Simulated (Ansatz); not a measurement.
Mo

Input file:

```
crystal:
  lattice:
    - [4.9927848124, 0.0, 0.0]
    - [0.0, 4.9927848124, 0.0]
    - [0.0, 0.0, 4.9927848124]
  atoms:
    - { symbol: Mo, position: [0.0, 0.0, 1.0] }
    - { symbol: Mo, position: [0.5, 0.5, 0.5] }
    - { symbol: Mo, position: [0.25, 0.0, 0.5] }
    - { symbol: Mo, position: [0.75, 1.0, 0.5] }
    - { symbol: Mo, position: [0.5, 0.25, 1.0] }
    - { symbol: Mo, position: [0.5, 0.75, 1.0] }
    - { symbol: Mo, position: [1.0, 0.5, 0.25] }
    - { symbol: Mo, position: [1.0, 0.5, 0.75] }
hamiltonian:
  xc: pbesol
  pseudopotentials:
    kind: paw
    azcp:
      Mo: "pseudopotentials/Mo.paw.azcp"
basis:
  ecutwfc: 420
  fft_grid_basis: typed
kpoints:
  mp_grid: { grid: [7, 7, 7], shift: [0, 0, 0] }
magnetization:
  spin_polarized: false
scf:
  occupations: { method: fermi_dirac, width: 0.1 }
output:
  write_density: true
  write_potential: true
  elf: true
  volumetric_format: npy
```

Run with:

```sh
ansatz run input.yaml --threads 4 --pin off --max-ram 8192MiB --backend cpu --events-out ev --progress --plain --runs-dir out
```

Below, planes, directions and counts refer to the conventional cell (a = 4.99 Å, b = 4.99 Å, c = 4.99 Å, α = 90.00°, β = 90.00°, γ = 90.00°).

Space group Pm-3n; set up as Mo, A15; a generated structure, not necessarily the stable one; computed without spin polarisation.

Level of theory: DFT, PBEsol, plane waves (420 eV) with PAW, scalar-relativistic (Ansatz).

What will maps of the valence pseudo-density and electron localisation function show?

Mo–Mo (2.50 Å): ρ at the midpoint is about 0.57 e/Å³; the ELF is about 0.30 at the midpoint.
Mo–Mo (2.79 Å): the density is about 0.35 e/Å³ at the midpoint; the ELF is about 0.30 at the midpoint.

Does the calculation give a band gap?

It is gapless in this calculation (a metal or semimetal).

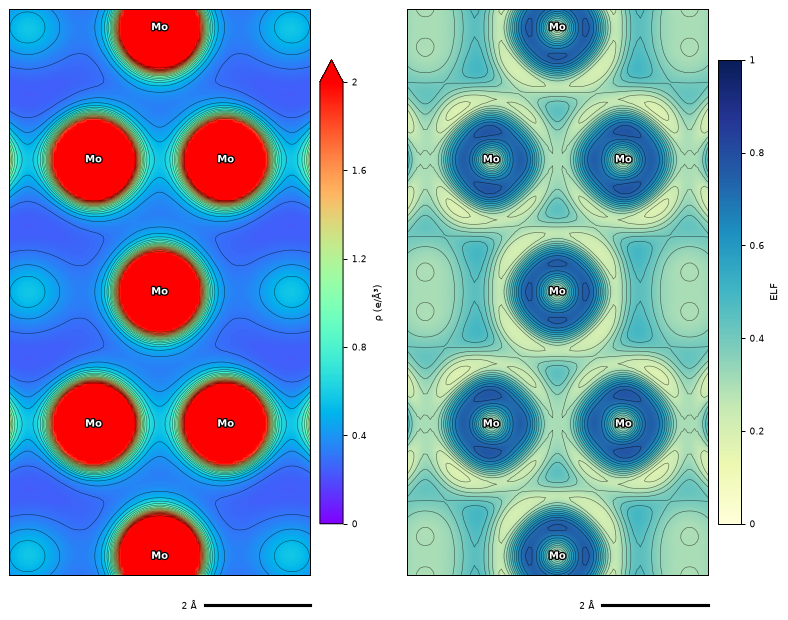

Computed valence pseudo-density and electron localisation function on the (001) plane of the conventional cell, in this order. 

Core electrons are frozen (PAW), and the valence fields are smoothed inside the atomic spheres.
